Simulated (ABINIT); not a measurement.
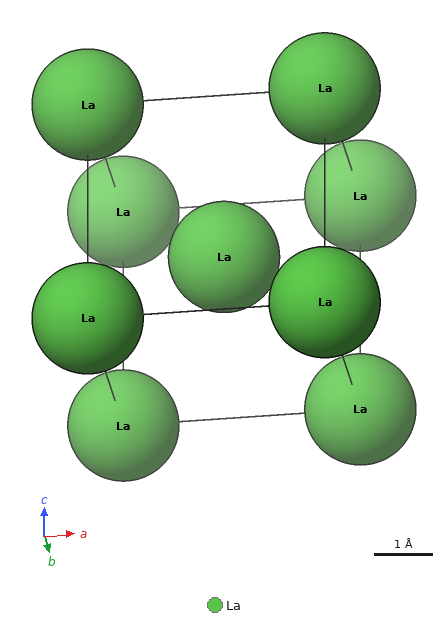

**Figure 1.** The input geometry (spheres-only view of the cell 2 times as large as that of the calculation, set on its symmetry axes, seen at an oblique angle). An atom can appear more than once, as a periodic image.

## Run report: La, positron calculation (part 1 of 2)

- system: La (Im-3m, 1 atom in the cell)
- method: Kohn-Sham DFT of a periodic cell, PBEsol, JTH PAW PBE v2.0, no spin polarisation (ABINIT 10.8.3)

The structure derives from a Materials Project entry.

Input
```
ndtset 2

pp_dirpath "./"
pseudos "La.GGA_PBE-JTH.xml"

acell 6.7672294276 6.7672294276 6.7672294276
rprim
    -0.5773502692     0.5773502692     0.5773502692
     0.5773502692    -0.5773502692     0.5773502692
     0.5773502692     0.5773502692    -0.5773502692
ntypat 1
znucl 57
natom 1
typat 1
chkprim 0
chksymtnons 0
tolsym 1.0e-6
xred
            0.0            0.0            0.0

ecut 20.0
pawecutdg 40.0
ecutsm 0.5

ixc -116133

nstep 80

iomode 3
prteig 0
prtebands 0
prtwf 0

kptopt1 1
ngkpt1 6 6 6
nshiftk1 1
shiftk1 0.0 0.0 0.0
nband1 13
occopt1 7
tsmear1 0.00367493
tolvrs1 1.0e-10
prtden1 1

positron2 1
ixcpositron2 3
getden2 1
kptopt2 0
nkpt2 1
kpt2 0.0 0.0 0.0
nband2 1
occopt2 2
occ2 1.0
posocc2 1.0
toldfe2 1.0e-7
nline2 10
nnsclo2 2
optforces2 0
optstress2 0
prtden2 0
```

Command:
```bash
abinit run.abi > log 2>&1
```

The program's output
```
.Version 10.8.3 of ABINIT
 DATASET    1 : space group Im -3 m (#229); Bravais cI (body-center cubic)
================================================================================
 Values of the parameters that define the memory need for DATASET  1.
     intxc =       0    ionmov =       0      iscf =      17    lmnmax =      32
     lnmax =       8     mgfft =      30  mpssoang =       4    mqgrid =    3001
     natom =       1  nloc_mem =       2    nspden =       1   nspinor =       1
    nsppol =       1      nsym =      48    n1xccc =       1    ntypat =       1
    occopt =       7   xclevel =       2
       mpw =        1027          nfft =       27000          nkpt =          16
 PAW method is used; the additional fine FFT grid is defined by:
   mgfftf=        40    nfftf =     64000
================================================================================
================================================================================

 DATASET    2 : space group Im -3 m (#229); Bravais cI (body-center cubic)
================================================================================
 Values of the parameters that define the memory need for DATASET  2.
     intxc =       0    ionmov =       0      iscf =      17    lmnmax =      32
     lnmax =       8     mgfft =      30  mpssoang =       4    mqgrid =    3001
     natom =       1  nloc_mem =       2    nspden =       1   nspinor =       1
    nsppol =       1      nsym =      48    n1xccc =       1    ntypat =       1
    occopt =       2   xclevel =       2
       mpw =         480          nfft =       27000          nkpt =           1
 PAW method is used; the additional fine FFT grid is defined by:
   mgfftf=        40    nfftf =     64000
================================================================================
================================================================================

--------------------------------------------------------------------------------
------------- Echo of variables that govern the present computation ------------
--------------------------------------------------------------------------------
 -outvars: echo values of preprocessed input variables --------
            acell      6.7672294276E+00  6.7672294276E+00  6.7672294276E+00 Bohr
              amu      1.38905500E+02
          chkprim           0
      chksymtnons           0
             ecut      2.00000000E+01 Hartree
           ecutsm      5.00000000E-01 Hartree
           getden1          0
           getden2          1
              ixc     -116133
      ixcpositron1          1
      ixcpositron2          3
           jdtset        1    2
           kptopt1          1
           kptopt2          0
         kptrlatt        6    0    0      0    6    0      0    0    6
          kptrlen1     4.06033766E+01
          kptrlen2     3.00000000E+01
            natom           1
            nband1         13
            nband2          1
           ndtset           2
            ngfft          30      30      30
          ngfftdg          40      40      40
             nkpt1         16
             nkpt2          1
            nline1          4
            nline2         10
           nnsclo1          0
           nnsclo2          2
            nstep          80
             nsym          48
           ntypat           1
           occopt1          7
           occopt2          2
        optforces1          2
        optforces2          0
        optstress1          1
        optstress2          0
        pawecutdg      4.00000000E+01 Hartree
         positron1          0
         positron2          1
           prtden1          1
           prtden2          0
        prtebands           0
           prteig           0
            prtwf           0
            rprim     -5.7735026920E-01  5.7735026920E-01  5.7735026920E-01
                       5.7735026920E-01 -5.7735026920E-01  5.7735026920E-01
                       5.7735026920E-01  5.7735026920E-01 -5.7735026920E-01
           shiftk1     0.00000000E+00  0.00000000E+00  0.00000000E+00
           shiftk2     5.00000000E-01  5.00000000E-01  5.00000000E-01
          spgroup         229
           toldfe1     0.00000000E+00 Hartree
           toldfe2     1.00000000E-07 Hartree
           tolsym      1.00000000E-06
           tolvrs1     1.00000000E-10
           tolvrs2     0.00000000E+00
           tsmear1     3.67493000E-03 Hartree
           tsmear2     1.00000000E-02 Hartree
            typat      1
           useylm           1
            znucl       57.00000

================================================================================

 chkinp: Checking input parameters for consistency, jdtset=   1.

 chkinp: Checking input parameters for consistency, jdtset=   2.

================================================================================
== DATASET  1 ==================================================================

--- !DatasetInfo
iteration_state: {dtset: 1, }
dimensions: {natom: 1, nkpt: 16, mband: 13, nsppol: 1, nspinor: 1, nspden: 1, mpw: 1027, }
cutoff_energies: {ecut:  20.0, pawecutdg:  40.0, }
electrons: {nelect:   1.10000000E+01, charge:   0.00000000E+00, occopt:   7.00000000E+00, tsmear:   3.67493000E-03, }
meta: {optdriver: 0, ionmov: 0, optcell: 0, iscf: 17, paral_kgb: 0, }
...

 Real(R)+Recip(G) space primitive vectors, cartesian coordinates (Bohr,Bohr^-1):
 R(1)= -3.9070617  3.9070617  3.9070617  G(1)=  0.0000000  0.1279734  0.1279734
 R(2)=  3.9070617 -3.9070617  3.9070617  G(2)=  0.1279734  0.0000000  0.1279734
 R(3)=  3.9070617  3.9070617 -3.9070617  G(3)=  0.1279734  0.1279734  0.0000000
 Unit cell volume ucvol=  2.3856724E+02 bohr^3
 Angles (23,13,12)=  1.09471221E+02  1.09471221E+02  1.09471221E+02 degrees

 Coarse grid specifications (used for wave-functions):

 getcut: wavevector=  0.0000  0.0000  0.0000  ngfft=  30  30  30
         ecut(hartree)=     20.000   => boxcut(ratio)=   2.20207

 getcut : COMMENT -
  Note that boxcut > 2.2 ; recall that boxcut=Gcut(box)/Gcut(sphere) = 2
  is sufficient for exact treatment of convolution.
  Such a large boxcut is a waste : you could raise ecut
  e.g. ecut=   24.245462 Hartrees makes boxcut=2

 Fine grid specifications (used for densities):

 getcut: wavevector=  0.0000  0.0000  0.0000  ngfft=  40  40  40
         ecut(hartree)=     40.000   => boxcut(ratio)=   2.07742

--- Pseudopotential description ------------------------------------------------
- pspini: atom type   1  psp file is ./La.GGA_PBE-JTH.xml
 Pseudopotential format is: paw10
 basis_size (lnmax)=  8 (lmn_size= 32), orbitals=   0   0   1   1   2   2   3   3
 Spheres core radius: rc_sph= 2.51647158
 Shapefunction is SIN type: shapef(r)=[sin(pi*r/rshp)/(pi*r/rshp)]**2
 Radius for shape functions =  1.95079210
 Compensation charge density is not taken into account in XC energy/potential

   6.99048521E+02                                ecore*ucvol(ha*bohr**3)
--------------------------------------------------------------------------------

================================================================================

--- !BeginCycle
iteration_state: {dtset: 1, }
solver: {iscf: 17, nstep: 80, nline: 4, wfoptalg: 10, }
tolerances: {tolvrs: 1.00E-10, }
...

     iter   Etot(hartree)      deltaE(h)  residm     nres2
 ETOT  1  -31.949738365172    -3.195E+01 2.204E-01 8.430E-01
 ETOT  2  -32.019181822550    -6.944E-02 4.314E-03 1.553E-01
 ETOT  3  -32.019176197196     5.625E-06 1.545E-03 4.436E-02
 ETOT  4  -32.019158711960     1.749E-05 4.021E-04 2.792E-04
 ETOT  5  -32.019159222158    -5.102E-07 3.104E-04 4.254E-06
 ETOT  6  -32.019159242818    -2.066E-08 1.721E-04 5.070E-07
 ETOT  7  -32.019159241447     1.371E-09 1.486E-04 6.293E-08
 ETOT  8  -32.019159241281     1.659E-10 1.348E-04 7.383E-09
 ETOT  9  -32.019159241317    -3.597E-11 6.461E-05 6.551E-11

 At SCF step    9       nres2   =  6.55E-11 < tolvrs=  1.00E-10 =>converged.

 Cartesian components of stress tensor (hartree/bohr^3)
  sigma(1 1)= -1.08301837E-05  sigma(3 2)=  0.00000000E+00
  sigma(2 2)= -1.08301837E-05  sigma(3 1)=  0.00000000E+00
  sigma(3 3)= -1.08301837E-05  sigma(2 1)=  0.00000000E+00

--- !ResultsGS
iteration_state: {dtset: 1, }
comment   : Summary of ground state results
lattice_vectors:
- [ -3.9070617,   3.9070617,   3.9070617, ]
- [  3.9070617,  -3.9070617,   3.9070617, ]
- [  3.9070617,   3.9070617,  -3.9070617, ]
lattice_lengths: [   6.76723,    6.76723,    6.76723, ]
lattice_angles: [109.471, 109.471, 109.471, ] # degrees, (23, 13, 12)
lattice_volume:   2.3856724E+02
convergence: {deltae: -3.597E-11, res2:  6.551E-11, residm:  6.461E-05, diffor: null, }
etotal    :  -3.20191592E+01
entropy   :   0.00000000E+00
fermie    :   1.62220121E-01
cartesian_stress_tensor: # hartree/bohr^3
- [ -1.08301837E-05,   0.00000000E+00,   0.00000000E+00, ]
- [  0.00000000E+00,  -1.08301837E-05,   0.00000000E+00, ]
- [  0.00000000E+00,   0.00000000E+00,  -1.08301837E-05, ]
pressure_GPa:   3.1864E-01
xred      :
- [  0.0000E+00,   0.0000E+00,   0.0000E+00, La]
cartesian_forces: # hartree/bohr
- [ -0.00000000E+00,  -0.00000000E+00,  -0.00000000E+00, ]
force_length_stats: {min:   0.00000000E+00, max:   0.00000000E+00, mean:   0.00000000E+00, }
...

 Integrated electronic density in atomic spheres:
 ------------------------------------------------
 Atom  Sphere_radius  Integrated_density
    1        2.51647          7.97421857

================================================================================

 ----iterations are completed or convergence reached----

 Mean square residual over all n,k,spin=   14.529E-07; max=  64.606E-06
 reduced coordinates (array xred) for    1 atoms
       0.000000000000      0.000000000000      0.000000000000
 rms dE/dt=  0.0000E+00; max dE/dt=  0.0000E+00; dE/dt below (all hartree)
    1       0.000000000000      0.000000000000      0.000000000000

 cartesian coordinates (angstrom) at end:
    1      0.00000000000000     0.00000000000000     0.00000000000000

 cartesian forces (hartree/bohr) at end:
    1     -0.00000000000000    -0.00000000000000    -0.00000000000000
 frms,max,avg= 0.0000000E+00 0.0000000E+00   0.000E+00  0.000E+00  0.000E+00 h/b
```
